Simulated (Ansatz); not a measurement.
**Single-point calculation, with input and output: Si₂C**

Si₂C (6 atoms in the cell), computed with DFT PBE, scalar-relativistic, plane waves, PAW, no spin polarisation (Ansatz 0.2.0).

The structure was made by a generator, so it may or may not be a known phase. Figures and captions count atoms from 1; the log counts them from 0 in places.

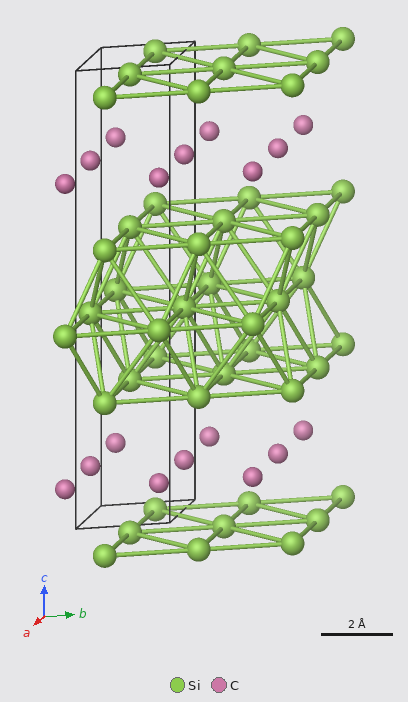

*The structure (ball-and-stick view of the cell of the calculation, repeated 3 × 3 × 1, seen slightly off an axis). An atom can appear more than once, as a periodic image.*

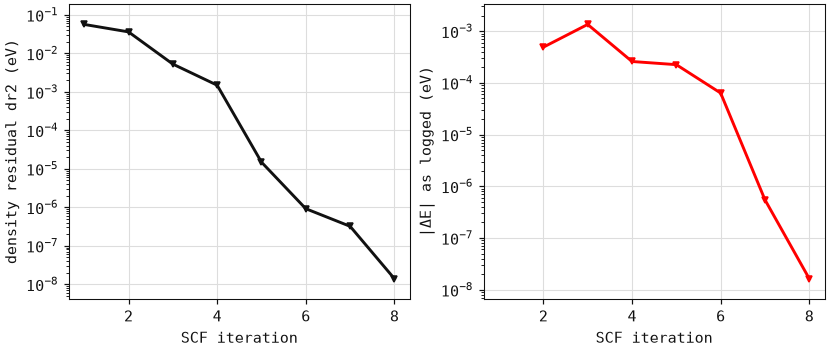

*Convergence of the self-consistent field: density residual dr2 and size of the energy change against the SCF iteration.*

The residual falls at every step.

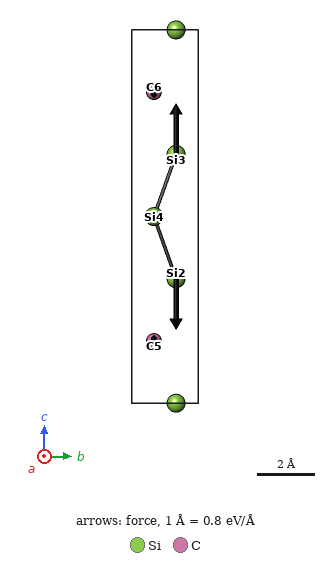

*Forces on the atoms as black arrows (ball-and-stick view of the cell of the calculation, along the a axis; atoms are numbered from 1 in the order of the input).*

The largest act on Si2, Si3 (1.47 eV/Å). The geometry is not a stationary point of this energy.

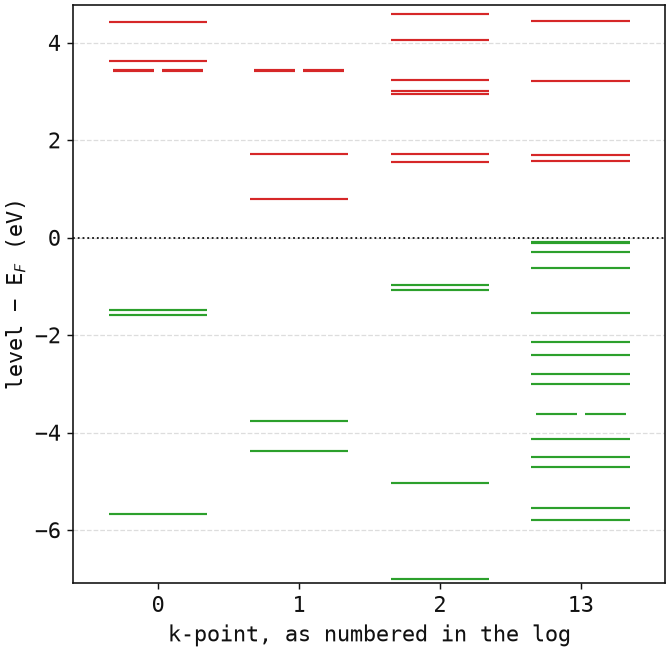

*Kohn–Sham levels near the Fermi level (dotted) at the few k-points that the log prints; levels within 0.02 eV of each other stand side by side.*

The system is metallic on the full mesh.

These pictures come from the run below.

Input:
```yaml
crystal:
  lattice:
    - [2.73645281, 0.0, 0.0]
    - [-1.3682264, 2.36983765, 0.0]
    - [0.0, 0.0, 13.32506501]
  atoms:
    - { symbol: Si, position: [0.33333333, 0.66666667, 0.0] }
    - { symbol: Si, position: [0.33333333, 0.66666667, 0.33333333] }
    - { symbol: Si, position: [0.33333333, 0.66666667, 0.66666667] }
    - { symbol: Si, position: [0.66666667, 0.33333333, 0.5] }
    - { symbol: C, position: [0.66666667, 0.33333333, 0.16666667] }
    - { symbol: C, position: [0.66666667, 0.33333333, 0.83333333] }
basis:
  ecutwfc: 420
kpoints:
  mp_grid: { grid: [6, 6, 2] }
hamiltonian:
  xc: pbe
scf:
  occupations: { method: gaussian, width: 0.1 }
  lower_state_search: "off"
output:
  forces: true
  stress: true
  eigenvalues: true
```

Launch command:
```bash
ansatz run input.yaml --threads 1 --pin off --max-ram 2560MiB --backend cpu --events-out ev --progress --plain --runs-dir out
```

What the program printed:
```
Engine: ansatz 0.2.0, x86_64-unknown-linux-gnu
Pseudopotentials: kind: paw
Pseudopotential: Si, paw, valence charge 4, recommended cutoff 420 eV (normal), Si.paw.azcp
Pseudopotential: C, paw, valence charge 4, recommended cutoff 420 eV (normal), C.paw.azcp
Functional definition: PBE
  parameter kappa = 0.804
  parameter beta = 0.06672455060314922
  exchange = pbe_x(kappa = kappa, mu = beta*pi^2/3)
  correlation = pbe_c(beta = beta)
Crystal: 6 atoms, lattice volume = 86.412 Å³
Basis set: ecut = 420 eV, 1707 PW (Γ), exchange–correlation on 40×40×180 points (8 copies of the dense FFT grid, shifted against one another)
Bands: 18, of which v1, the nominal top of the filled ones, is band 12 counted from 1 (11 counted from 0)
Symmetry: 12 space group operations
Space group: P-6m2 (ITA 187), of the structure as read, at distance tolerance 4.4e-5 Å
k-points: 14 of 72 (time reversal used)
Non-local potential: Si, projectors of the file, l = 0: 2, l = 1: 2, l = 2: 2
Non-local potential: C, projectors of the file, l = 0: 2, l = 1: 2, l = 2: 1
PAW form: soft (Blöchl's): semilocal exchange-correlation on the pseudo side does not see the compensation charge
PAW one-centre angular grid: Si, 110 points (default); XC on 64 Gauss nodes
PAW one-centre angular grid: C, 110 points (default); XC on 64 Gauss nodes
Initial density: superposition of atomic densities (neutral atoms: chi_scale 0, normalization atom), corrected by the library's trained network
Initial wavefunctions: pseudopotential atomic-orbital guess
Functional: x = pbe(κ = 0.804, μ = 0.2195149727645171), c = pbe(β = 0.06672455060314922)
SCF iter   1: F=—  HF=-3033.062066 eV  |F-HF|=—  |Δ(HF+E_count)|=         —  Δρ=4.30e-3  dr2=5.66e-2  ethr=1.77e-3  ⟨swp⟩=6.5  Hψ=3276  notcnv=0  defer=9
automatic band count: the SCF goes on with 24 bands, as 18 were too few: the levels above may hold too much charge
preconditioner: auto → none  [metal: Δε(μ)=0.070 eV  Ē_g=9.165 eV  σ=0.100 eV  W_gap=0.34  n_scr=8 (ndim 8)  ℏωp=19.6 eV  f_vac=0.000  D(μ)=3.34/eV (n_scr^D=10)  sad-step TF]
SCF iter   2: F=—  HF=-3033.062555 eV  |F-HF|=—  |Δ(HF+E_count)|=   4.90e-4  Δρ=2.89e-3  dr2=3.62e-2  ethr=2.36e-4  ⟨swp⟩=1.0  Hψ=448  notcnv=0  defer=10
SCF iter   3: F=—  HF=-3033.061201 eV  |F-HF|=—  |Δ(HF+E_count)|=   1.35e-3  Δρ=9.65e-4  dr2=5.27e-3  ethr=1.51e-4  ⟨swp⟩=1.0  Hψ=250  notcnv=0  defer=10
SCF iter   4: F=—  HF=-3033.060942 eV  |F-HF|=—  |Δ(HF+E_count)|=   2.59e-4  Δρ=5.51e-4  dr2=1.49e-3  ethr=2.19e-5  ⟨swp⟩=2.0  Hψ=320  notcnv=0  defer=10
SCF iter   5: F=—  HF=-3033.060717 eV  |F-HF|=—  |Δ(HF+E_count)|=   2.25e-4  Δρ=8.84e-5  dr2=1.49e-5  ethr=6.21e-6  ⟨swp⟩=2.1  Hψ=318  notcnv=0  defer=10
SCF iter   6: F=—  HF=-3033.060781 eV  |F-HF|=—  |Δ(HF+E_count)|=   6.36e-5  Δρ=3.02e-5  dr2=9.18e-7  ethr=6.19e-8  ⟨swp⟩=2.1  Hψ=323  notcnv=0  defer=10
SCF iter   7: F=—  HF=-3033.060781 eV  |F-HF|=—  |Δ(HF+E_count)|=   5.48e-7  Δρ=8.03e-6  dr2=3.20e-7  ethr=3.82e-9  ⟨swp⟩=2.3  Hψ=383  notcnv=0  defer=10
SCF iter   8: F=-3033.060781 eV  HF=-3033.060781 eV  |F-HF|=1.02e-8  |Δ(HF+E_count)|=   1.63e-8  Δρ=2.34e-6  dr2=1.39e-8  ethr=4.17e-10  ⟨swp⟩=7.4  Hψ=1594  notcnv=0
SCF 1 converged in 8 iterations: F = -3033.060781 eV  dr2 = 1.39e-8
  greatest PAW one-centre occupation: 0.753 electrons in one spin orbital (limit 2), on the C atom at site 5 (counted from 0), in its partial waves of l = 0
SCF converged after 8 iterations
Free energy (F): -3033.060781 eV
Harris-Foulkes:  -3033.060781 eV  (|F-HF|=1.02e-8)
Internal energy: -3033.043927 eV  (E = F + TS)
E sigma→0 (E₀):  -3033.052354 eV
Entropy (-TS):   -0.016854 eV (-2.809 meV/atom)
Fermi energy:    7.928119 eV
--- Per-component energies (eV) ---
  E_band       = 62.805055
  E_kinetic    = 301.304843
  E_local      = -154.966954  (includes V_loc(G=0)·N_el)
  E_nonlocal   = 157.158458
  E_hartree    = 34.451311
  E_xc         = -308.571612
  E_vxc        = -294.842278  (∫ρ·V_xc dr)
  E_paw        = -2241.935299  (= ΣΔE_a)
  E_vpaw       = -14.751119  (= ΣTr[D̂ρ^β])
  E_aug_tail   = 0.000031  (compensation charges beyond the density's cutoff)
  E_ewald      = -820.484705
  E_smearing   = -0.016854  (= −TS)
  E_closure    = -0.000000  (closes the sum)
  Σ components = -3033.060781   (vs F -3033.060781, Δ=0.00e0)
--- Forces (eV/Å), atoms counted from 1 ---
  atom   1  Si    -0.00000000     0.00000000     0.00000000
  atom   2  Si    -0.00000000     0.00000000    -1.46802152
  atom   3  Si    -0.00000000     0.00000000     1.46802152
  atom   4  Si     0.00000000     0.00000000    -0.00000000
  atom   5  C      0.00000000    -0.00000000     0.17586078
  atom   6  C      0.00000000    -0.00000000    -0.17586078
  max |Σ_I F_I| component: 5.55e-17 eV/Å
--- Stress (GPa, compression-positive) ---
      -10.033189       0.000000      -0.000000
        0.000000     -10.033189      -0.000000
       -0.000000      -0.000000     -20.998135
  P = ⅓ Tr σ = -13.6882 GPa (-136.882 kbar)
--- Band table (eV; the first three rows and the last of 14) ---
  k-point 0: bands = ["-6.0035", "-4.7751", "-4.7640", "-2.8161", "-2.3580", "0.3119", "2.2556", "6.3467", "6.4435", "11.3417", "11.3417", "11.3764", "11.3764", "11.5536", "12.3625", "16.1177", "16.5377", "16.5377", "17.8386", "17.8386", "17.9363", "17.9363", "18.4384", "18.4384"]
  k-point 1: bands = ["-5.9864", "-5.1215", "-3.9476", "-3.8278", "-1.1608", "-0.7652", "3.5552", "4.1735", "8.7103", "9.6368", "11.3421", "11.3421", "11.3759", "11.3759", "13.6623", "15.6672", "16.5387", "16.5387", "17.8354", "17.8354", "17.9374", "17.9374", "18.4349", "18.4349"]
  k-point 2: bands = ["-5.2963", "-4.1175", "-4.1144", "-2.2102", "-1.6791", "0.9241", "2.8965", "6.8452", "6.9492", "9.4834", "9.6420", "10.8779", "10.9443", "11.1641", "11.9763", "12.5159", "13.2262", "14.0192", "14.1612", "15.3603", "15.7164", "15.8917", "16.5391", "16.7967"]
  k-point 13: bands = ["0.1728", "0.3584", "2.1274", "2.3696", "3.2132", "3.4155", "3.7949", "4.3144", "4.3144", "4.9269", "5.1383", "5.5091", "5.7839", "6.3833", "7.3006", "7.6394", "7.8198", "7.8427", "9.5071", "9.6314", "11.1392", "12.3828", "12.9724", "13.5562"]
```

Results in brief:

```tsv
quantity	value
outcome	converged
space group (tolerance 0.01 Å)	P-6m2 (187)
electrons treated	24
free energy	−3033.0608 eV
Fermi energy	7.928 eV
gap on the k-point mesh	none (metallic)
pressure	−13.69 GPa
largest force (length of the vector)	1.468 eV/Å
hardware	1 thread of Intel Xeon @ 2.50GHz (Skylake/Cascade Lake), 189 GiB of memory available, shared host
wall time	6.1 s
peak memory	0.32 GiB
```
